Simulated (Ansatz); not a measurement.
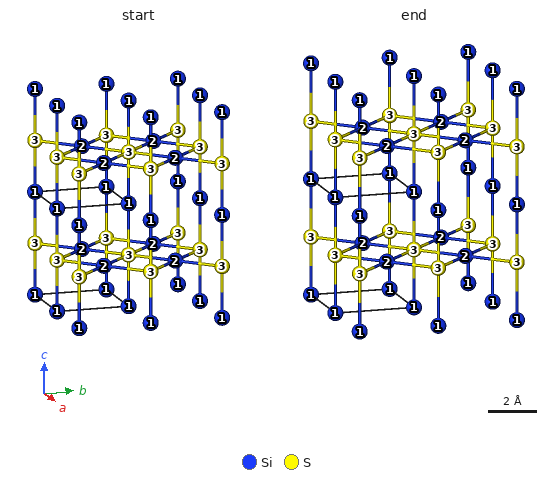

The structure of crystalline Si2S (a generated structure, set up in P4/mmm) (coarse preliminary run) before (left) and after (right) a relaxation, at one scale.

A ball-and-stick model of the cell of the calculation, repeated 2 × 2 × 2 with one cell outlined, seen slightly off an axis.

These are results of DFT PBE, scalar-relativistic, plane waves, PAW in Ansatz, not measurements. Set-up: plane-wave cutoff 420 eV; k-point mesh 6 × 6 × 4; occupations gaussian; smearing width 0.1 eV; no spin polarisation; cell and atoms relaxed; force threshold 0.04 eV/Å; at most 70 steps.

Question: Summarise the run.

Answer: After 6 accepted moves (8 points after the start) the energy has fallen by 306 meV per atom. All forces vanish by symmetry, so only the cell relaxes. Pressure: 23.84 GPa at the start and 0.20 GPa at the end. The line search rejected the trial step at point 6 of the run. The SCF was repeated once at an unchanged geometry on a basis and grid sized afresh for the cell, which shifted the energy by 3.2 meV per atom at most. No atom moves by more than 0.005 Å relative to the cell. The drawn cell changes as follows: a = b 3.151 → 3.467 Å (+10.0 %), c 4.456 → 5.011 Å (+12.5 %); the volume changes by +36.2 %. Near-neighbour distances that change, for instance: Si1–S3 2.228 → 2.506 Å, Si2–S3 2.228 → 2.452 Å. The space group stays P4/mmm (No. 123). The run took 11 s on 1 thread of Arm Neoverse V1 (shared host), peak memory 0.31 GiB.
